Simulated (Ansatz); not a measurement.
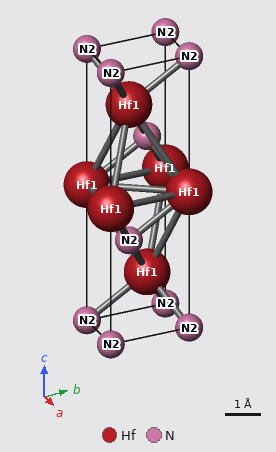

This is the input geometry for a relaxation of solid HfN (set up in R-3m). The picture is a ball-and-stick view of the conventional cell (3 times the calculation's cell), seen slightly off an axis. Lengths and directions refer to the drawn axes.

Case: film's bulk on the substrate's plane, third vector and atoms relaxed.

The calculation used Ansatz 0.2.0, DFT PBEsol, scalar-relativistic, plane waves, PAW.

The input:
```yaml
crystal:
  lattice:
    - [3.0940796522, 0.0, 0.0]
    - [-1.5470398261, 2.6795515801, 0.0]
    - [1.5470398261, 0.89318386, 2.6889360992]
  atoms:
    - { symbol: Hf, position: [0.0, 0.5, 0.5] }
    - { symbol: "N", position: [0.0, 0.0, 0.0] }
basis:
  ecutwfc: 420
kpoints:
  mp_grid: { grid: [12, 12, 13] }
hamiltonian:
  xc: pbesol
scf:
  occupations: { method: gaussian, width: 0.1 }
output:
  forces: true
  stress: true
  eigenvalues: true
relax:
  adjacent_minimum: "off"
  f_tol: 0.01
  max_steps: 50
  cell: { fix: [a, b, gamma], stress_tol: 0.1 }
```

Run as
```bash
ansatz run input.yaml --threads 2 --pin off --max-ram 5120MiB --backend cpu --events-out ev --progress --plain --runs-dir out
```

Question: Predict the outcome.

Answer: Over 3 accepted moves (5 points after the start) the energy falls by 1.2 meV per atom. All forces vanish by symmetry, so only the cell relaxes. The pressure goes from 6.92 to 9.52 GPa. At 2 points the geometry stayed and the basis and grid were re-selected for the new cell (energy shift of 0.3 meV per atom at most each time). No atom moves by more than 0.005 Å relative to the cell. The volume changes by −0.8 %, with a = b unchanged at 3.094 Å, c 8.067 → 8.000 Å (−0.8 %). Among the contacts that change: Hf1–Hf1 3.228 → 3.211 Å, Hf1–N2 2.236 → 2.228 Å. The space group stays R-3m (No. 166).

The end point in the same view:

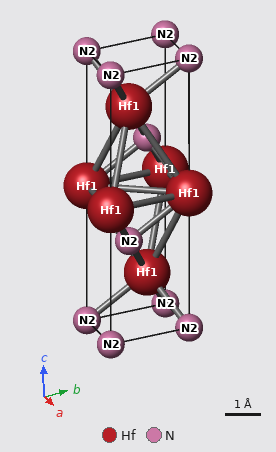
